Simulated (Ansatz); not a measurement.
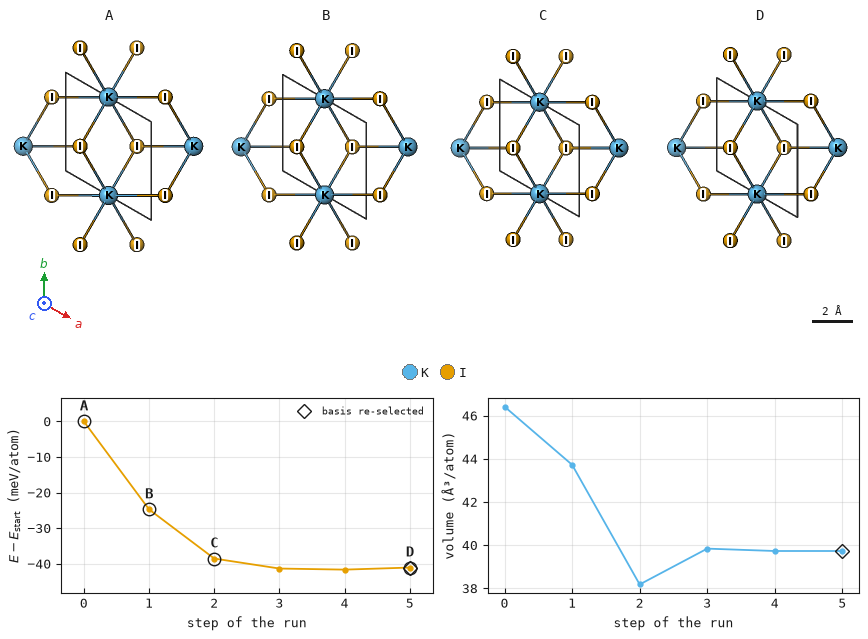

Frames of a relaxation of solid KI (set up in Cmcm), marked on the history of the run. A ball-and-stick model of the cell of the calculation, reduced to other axes, seen along the c axis. Lengths and directions refer to the drawn axes.

Case: relaxed again under DFT LDA, scalar-relativistic, plane waves, PAW.

Level of theory: DFT LDA, scalar-relativistic, plane waves, PAW in Ansatz. Settings: plane-wave cutoff 420 eV; k-point mesh 6 × 6 × 4; occupations gaussian; smearing width 0.02 eV; no spin polarisation; cell and atoms relaxed; force threshold 0.005 eV/Å; at most 50 steps.

What happens along the run?

No atom moves by more than 0.005 Å relative to the cell. The drawn cell changes as follows: a 4.971 → 4.702 Å (−5.4 %), b 4.970 → 4.702 Å (−5.4 %), c 8.679 → 8.301 Å (−4.4 %); the volume changes by −14.4 %. Some distances before and after: I–K 3.598 → 3.417 Å. The space group stays P6_3/mmc (No. 194). The energy falls by 41.0 meV per atom in 4 accepted moves (5 points after the start). Largest force component: 0.00087 eV/Å at the start, under 0.0001 eV/Å at the end. The pressure goes from −1.68 to −0.01 GPa. At 1 point the geometry stayed and the basis and grid were re-selected for the new cell (energy shift of 0.6 meV per atom at most each time). The run took 35 s on 1 thread of Intel(R) Xeon(R) 6975P-C (Granite Rapids) (shared host), peak memory 0.62 GiB. From step 0 to 1: volume −5.8 %, energy −24.7 meV per atom. From step 1 to 2: volume −12.7 %, energy −13.8 meV per atom. From step 2 to 5: volume +4.1 %, energy −2.5 meV per atom.

| step | E − E(0), meV/atom | largest force component, eV/Å | pressure, GPa | volume, Å³/atom | note |
| --- | --- | --- | --- | --- | --- |
| 0 | 0.00 | 0.0009 | -1.68 | 46.420 |  |
| 1 | -24.70 | 0.0010 | -1.21 | 43.726 |  |
| 2 | -38.51 | 0.0022 | 0.69 | 38.183 |  |
| 3 | -41.32 | 0.0007 | -0.02 | 39.842 |  |
| 4 | -41.62 | 0.0001 | 0.00 | 39.732 |  |
| 5 | -41.04 | 0.0000 | -0.01 | 39.732 | same geometry, new basis |
